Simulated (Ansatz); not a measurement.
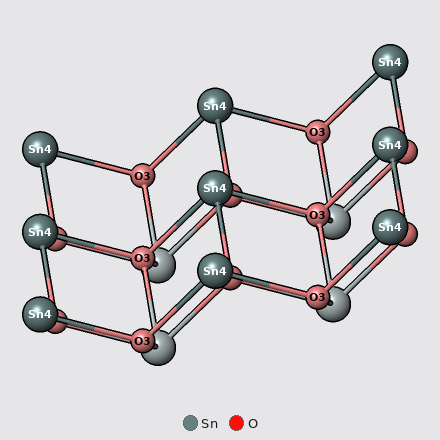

The system is H on a two-dimensional sheet of SnO (4 atoms of substrate and one adsorbate in a 1 × 1 cell); the picture shows it without the atoms that are moved over the map. H is moved over the surface cell at a fixed height above a rigid substrate; the origin of the map has the adsorbate above Sn4; the height is held at 2.80 Å. Places are given modulo a cell vector. The map is drawn in real space over the plane of the surface. Grid: 8 × 8 points; 15 points were computed and 49 follow by symmetry. Energies are in meV, from the lowest grid point. With one adsorbate in each 1 × 1 cell, its nearest image is 3.8 Å away, so neighbouring adsorbates interact. At a fixed height the lowest place need not be the adsorption site. Method: Ansatz 0.2.0, DFT PBE+D3(BJ), scalar-relativistic, plane waves, PAW. Settings: cutoff 420 eV, k-mesh 7×7×1, gaussian smearing 0.05 eV, spin-polarised.

Range: position of H5 along the first surface vector from 0.000 to 0.875; position of H5 along the second surface vector from 0.000 to 0.875.

### Predict the map.

The lowest grid point is at (0/8, 2/8) of the cell vectors [nearest 1 Sn at 2.96 Å]. The same energy is found at (0/8, 6/8) of the cell vectors [nearest 1 Sn at 2.96 Å]; (2/8, 0/8) of the cell vectors [nearest 1 Sn at 2.96 Å]; (6/8, 0/8) of the cell vectors [nearest 1 Sn at 2.96 Å]. The highest grid point, a fourfold hollow over a third-layer Sn atom, (4/8, 4/8) of the cell vectors, lies 7.6 meV above the lowest. At the lowest point the adsorbate has 1 Sn at 2.96 Å as nearest neighbours, at the highest 4 Sn at 3.89 Å.

| second ↓, first → | 0/8 | 1/8 | 2/8 | 3/8 | 4/8 | 5/8 | 6/8 | 7/8 |
| --- | --- | --- | --- | --- | --- | --- | --- | --- |
| 7/8 | 1.4 | 0.2 | 0.4 | 4.0 | 6.0 | 4.0 | 0.4 | 0.2 |
| 6/8 | 0.0 | 0.4 | 2.5 | 5.5 | 6.8 | 5.5 | 2.5 | 0.4 |
| 5/8 | 3.4 | 4.0 | 5.5 | 6.9 | 7.4 | 6.9 | 5.5 | 4.0 |
| 4/8 | 5.7 | 6.0 | 6.8 | 7.4 | 7.6 | 7.4 | 6.8 | 6.0 |
| 3/8 | 3.4 | 4.0 | 5.5 | 6.9 | 7.4 | 6.9 | 5.5 | 4.0 |
| 2/8 | 0.0 | 0.4 | 2.5 | 5.5 | 6.8 | 5.5 | 2.5 | 0.4 |
| 1/8 | 1.4 | 0.2 | 0.4 | 4.0 | 6.0 | 4.0 | 0.4 | 0.2 |
| 0/8 | 3.9 | 1.4 | 0.0 | 3.4 | 5.7 | 3.4 | 0.0 | 1.4 |

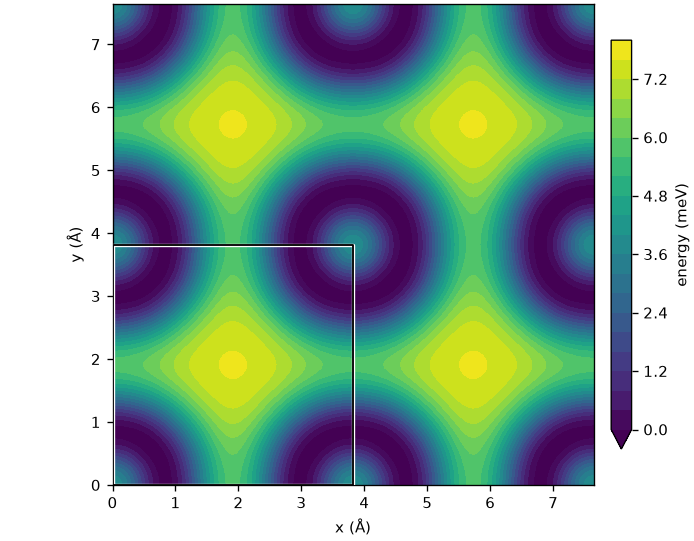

The picture shows filled contours, the outline of one cell of the 2 × 2 shown. Between grid points the surface is interpolated.

The whole map (15 points run) took 9.4 min on 1 thread of Arm Neoverse V1, on a shared host.

PAW datasets: the set soft_1.
